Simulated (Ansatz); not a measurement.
HfO2 (space group Fm-3m, No. 225). Coordinates: coordinates from a relaxation with DFT, r2SCAN, plane waves, PAW in Ansatz 0.2.0.

Space group Fm-3m (No. 225). a = 5.058 Å, b = 5.058 Å, c = 5.058 Å, α = 90.00°, β = 90.00°, γ = 90.00°
```json
{"atom": "Hf", "site": "4a", "symmetry": "m-3m", "x": "0.0000", "y": "0.0000", "z": "0.0000"}
{"atom": "O", "site": "8c", "symmetry": "-43m", "x": "0.2500", "y": "0.7500", "z": "0.7500"}
```

Describe how the polyhedra about Hf are linked (bonds: Hf–O below 2.5 Å).

Hf: HfO8 cube, sharing edges with twelve neighbours.

They form a three-dimensional framework of edge-sharing cubes.

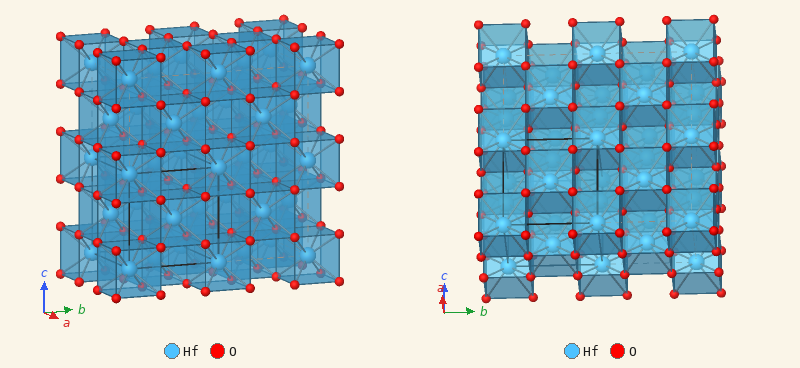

Polyhedra are drawn about Hf (bonds: Hf–O below 2.5 Å); other atoms are plain spheres. Two views of the same piece.
